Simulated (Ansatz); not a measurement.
A series of calculations on HRu12

## 1. Relaxation

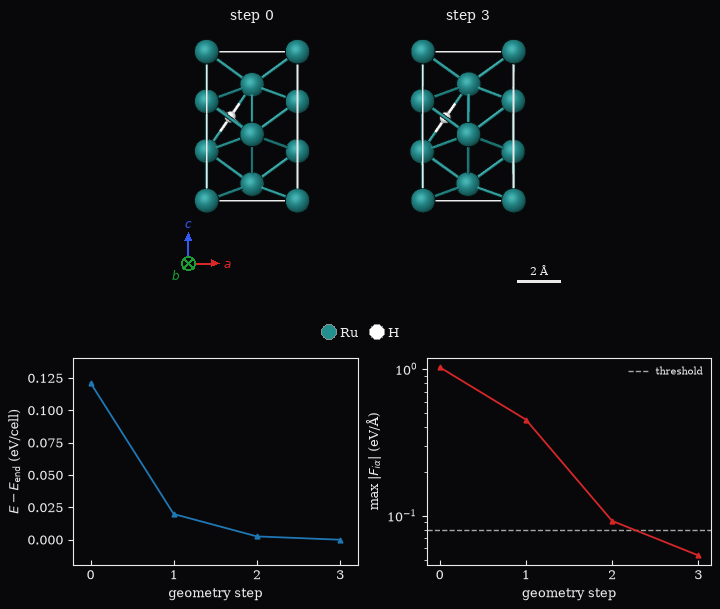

First and last geometry of a relaxation of a defect cell of composition HRu$_{12}$, with the history of the run. Style: ball-and-stick. Shown: the cell of the calculation, reduced to other axes, along the b axis. Lengths and directions refer to the drawn axes.

It is an interstitial H in hcp Ru. The run prepares the start of a later molecular dynamics calculation, from a guessed geometry.

Computed with DFT PBE, scalar-relativistic, plane waves, PAW (Ansatz 0.2.0).

Input
```yaml
accuracy: low
crystal:
  lattice:
    - [5.4, 0.0, 0.0]
    - [-4.05, 7.014806, 0.0]
    - [0.0, 0.0, 4.2768]
  atoms:
    - { symbol: Ru, position: [0.0, 0.0, 0.0] }
    - { symbol: Ru, position: [0.1666667, 0.2222222, 0.5] }
    - { symbol: Ru, position: [0.0, 0.3333333, 0.0] }
    - { symbol: Ru, position: [0.1666667, 0.5555556, 0.5] }
    - { symbol: Ru, position: [0.0, 0.6666667, 0.0] }
    - { symbol: Ru, position: [0.1666667, 0.8888889, 0.5] }
    - { symbol: Ru, position: [0.5, 0.0, 0.0] }
    - { symbol: Ru, position: [0.6666667, 0.2222222, 0.5] }
    - { symbol: Ru, position: [0.5, 0.3333333, 0.0] }
    - { symbol: Ru, position: [0.6666667, 0.5555556, 0.5] }
    - { symbol: Ru, position: [0.5, 0.6666667, 0.0] }
    - { symbol: Ru, position: [0.6666667, 0.8888889, 0.5] }
    - { symbol: H, position: [0.8232835, 0.4381312, 0.739319] }
basis:
  ecutwfc: 420.0
kpoints:
  mp_grid: { grid: [2, 2, 3] }
hamiltonian:
  xc: pbe
scf:
  occupations: { method: fermi_dirac, width: 0.05 }
  lower_state_search: "off"
relax:
  f_tol: 0.08
  max_steps: 25
  adjacent_minimum: "off"
output:
  write_density: true
  write_potential: true
  elf: true
  volumetric_format: npy
```

Run as
```bash
ansatz run input.yaml --threads 2 --pin off --max-ram 5120MiB --backend cpu --events-out ev --progress --plain --runs-dir out
```

### Read the history and describe the run.

It converged. Over 3 geometry steps the energy falls by 0.121 eV per cell of the calculation. Largest force component: 1 eV/Å at the start, 0.054 eV/Å at the end. The largest move is that of H13, 0.066 Å roughly along [−2 1 −1]. Largest moves by element: H 0.066 Å, Ru 0.043 Å. The cell doesn't change. Among the contacts that change: Ru8–H13 1.828 → 1.927 Å, Ru3–Ru9 2.700 → 2.767 Å, Ru3–Ru9 (another image) 2.700 → 2.633 Å, Ru10–H13 1.863 → 1.929 Å. Among the angles between lasting bonds that change: Ru3–H13–Ru10 176.1° → 179.8°, Ru8–H13–Ru10 94.0° → 90.7°, Ru3–H13–Ru5 88.4° → 90.9°. Cost: 24 s on 2 threads of Arm Neoverse V2, with other jobs on the host, peak memory 0.59 GiB.

Limits of the set-up: the k-point mesh is coarse for a cell with partly filled bands; the program's low-accuracy preset was used; the periodic images lie only 4.3 Å apart, so the values are limited by the cell's size.

## 2. Dynamics

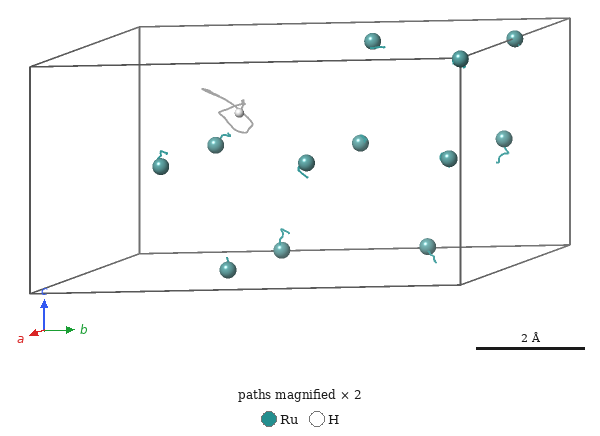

First-principles dynamics of Ru with an interstitial H (13 atoms in the cell), 70 fs long. Lines trace each atom's path, in the colour of its element; spheres stand at the starting positions. The excursions are magnified 2 times. Seen slightly off an axis in the simulation cell.

All numbers below come from DFT PBE, scalar-relativistic, plane waves, PAW in Ansatz 0.2.0. Run with plane-wave cutoff 420 eV; k-point mesh 2 × 2 × 3; Fermi-Dirac smearing 0.05 eV; low-accuracy preset; Langevin thermostat (NVT); set temperature 1200 K; time step 0.5 fs; friction 0.02 per fs.

Input file:
```yaml
accuracy: low
crystal:
  lattice:
    - [5.4, 0.0, 0.0]
    - [-4.05, 7.014806, 0.0]
    - [0.0, 0.0, 4.2768]
  atoms:
    - { symbol: Ru, position: [-0.0011451, -0.0008128, -0.00372127] }
    - { symbol: Ru, position: [0.1617101, 0.21829406, 0.49835833] }
    - { symbol: Ru, position: [0.00493195, 0.3319549, 0.00348482] }
    - { symbol: Ru, position: [0.17355265, 0.5574133, 0.49651691] }
    - { symbol: Ru, position: [0.00238971, 0.67011564, 0.00567748] }
    - { symbol: Ru, position: [0.16590074, 0.88912089, 0.50093] }
    - { symbol: Ru, position: [0.49911024, -0.00122916, -0.00344042] }
    - { symbol: Ru, position: [0.66294535, 0.21807468, 0.49272488] }
    - { symbol: Ru, position: [0.49150126, 0.33064441, 0.00221277] }
    - { symbol: Ru, position: [0.66051833, 0.55596352, 0.49519623] }
    - { symbol: Ru, position: [0.50357213, 0.66966197, -0.00064981] }
    - { symbol: Ru, position: [0.66608321, 0.88865542, 0.50186768] }
    - { symbol: H, position: [0.83221313, 0.44360777, 0.75016141] }
basis:
  ecutwfc: 420.0
kpoints:
  mp_grid: { grid: [2, 2, 3] }
hamiltonian:
  xc: pbe
scf:
  occupations: { method: fermi_dirac, width: 0.05 }
  lower_state_search: "off"
md:
  timestep: 0.5
  n_steps: 140
  ensemble: nvt_langevin
  temperature: 1200.0
  initial_velocities: maxwell_boltzmann
  seed: 333965
  friction: 0.02
```

Command:
```bash
ansatz run input.yaml --threads 2 --pin off --max-ram 5120MiB --backend cpu --events-out ev --progress --plain --runs-dir out
```

### How do the atoms move?

Root-mean-square distances from the starting positions over the second half, with the common drift of all atoms taken out: H 0.26 Å, Ru 0.16 Å. The run lasts only 70 fs, too short to tell vibration from diffusion.

Limits of the set-up: the k-point mesh is coarse for a cell with partly filled bands; the program's low-accuracy preset was used; the periodic images lie only 4.3 Å apart, so the values are limited by the cell's size.

Cost: 9.2 min on 2 threads of Arm Neoverse V2 (shared host), peak memory 0.61 GiB.

## 3. Dynamics

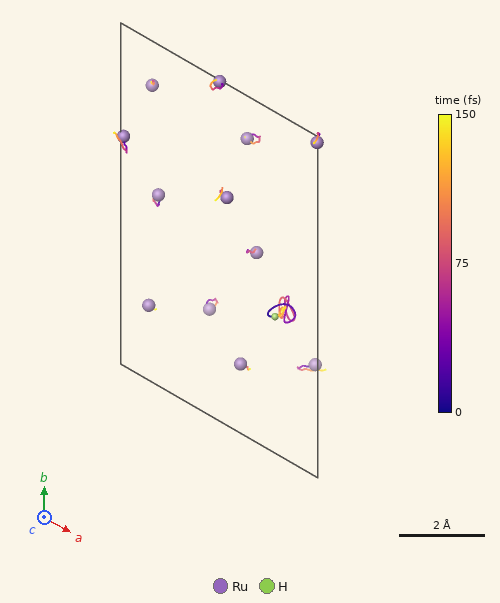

A Born-Oppenheimer molecular dynamics run of Ru with an interstitial H (13 atoms in the cell), 150 fs long. It starts from the last geometry of an earlier run, with fresh velocities. Lines trace each atom's path, coloured by time; spheres stand at the starting positions. Seen along the c axis in the simulation cell.

These are results of Ansatz, DFT PBE, scalar-relativistic, plane waves, PAW, not measurements. Set-up: plane-wave cutoff 420 eV; k-point mesh 2 × 2 × 3; Fermi-Dirac smearing 0.05 eV; low-accuracy preset; Nosé-Hoover thermostat (NVT); set temperature 1680 K; time step 0.75 fs; thermostat time 10.0 fs.

Question: What do the traces tell about the motion?

Answer: In the second half of the run the atoms are, in the root-mean-square, this far from where they began (common drift taken out): H 0.39 Å, Ru 0.26 Å. The run lasts only 150 fs, too short to tell vibration from diffusion. The conserved quantity stays between −0.044 and 0.17 meV per atom of its start. A straight-line fit has a slope that amounts to −0.047 meV per atom over 150 fs (under 0.1 % of the mean kinetic energy), and the ripple about it is 0.1 % of the kinetic energy's fluctuation. With a drift under 2 % and a ripple under 7 %, the integration is accurate. The thermostat's time constant is so short that it disturbs the motion.

Limits of the set-up: the k-point mesh is coarse for a cell with partly filled bands; the program's low-accuracy preset was used; the periodic images lie only 4.3 Å apart, so the values are limited by the cell's size.
